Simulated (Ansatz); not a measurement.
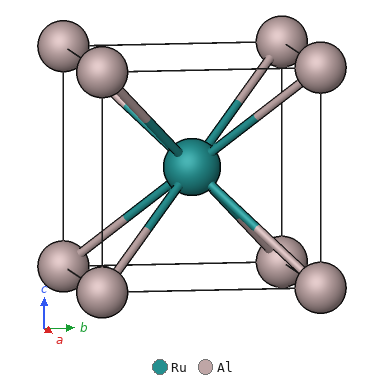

System: AlRu, space group Pm-3m (No. 221). The picture shows the conventional cell.

Structure:
```
CELL_PARAMETERS angstrom
2.99160 0.00000 0.00000
0.00000 2.99160 0.00000
0.00000 0.00000 2.99160
ATOMIC_POSITIONS crystal
Ru 0.50000 0.50000 0.50000
Al 0.00000 0.00000 0.00000
```

How it was computed, with Ansatz 0.2.0: all-electron LAPW DFT, no spin polarisation; energies at scaled volumes of the given cell, shape and fractions fixed, counted from the fit's minimum, third-order Birch-Murnaghan fit. Level: LDA.

```csv
setting,value
k mesh,9×9×9
occupations,Fermi–Dirac
smearing width,0.05 eV
potentials,"all electron LAPW, scalar relativistic"
program settings,basis error eV/atom 0.001
```

What does the calculation give for the energy and pressure against volume? The volume takes the values 12.58, 12.85, 13.12, 13.39, 13.65, 13.92, 14.19 Å³/atom.

A third-order Birch–Murnaghan fit gives V0 = 12.88 Å³/atom, B0 = 232 GPa and B′ = 4.4. The energy is 5.22 meV/atom at volume 12.58 Å³/atom and 80.68 meV/atom at 14.19 Å³/atom; the lowest computed point is at volume 12.85 Å³/atom (0.06 meV/atom), in a single well. The pressure falls from 5.72 GPa at volume 12.58 Å³/atom to −18.11 GPa at 14.19 Å³/atom, and changes sign near 12.88 Å³/atom.

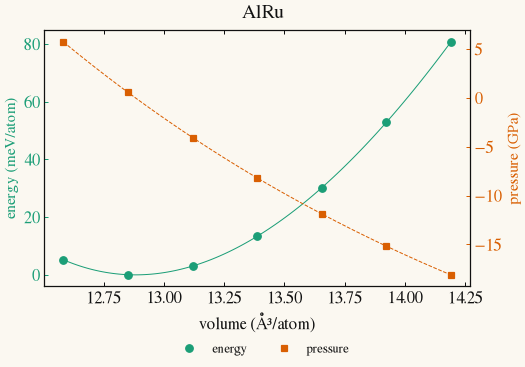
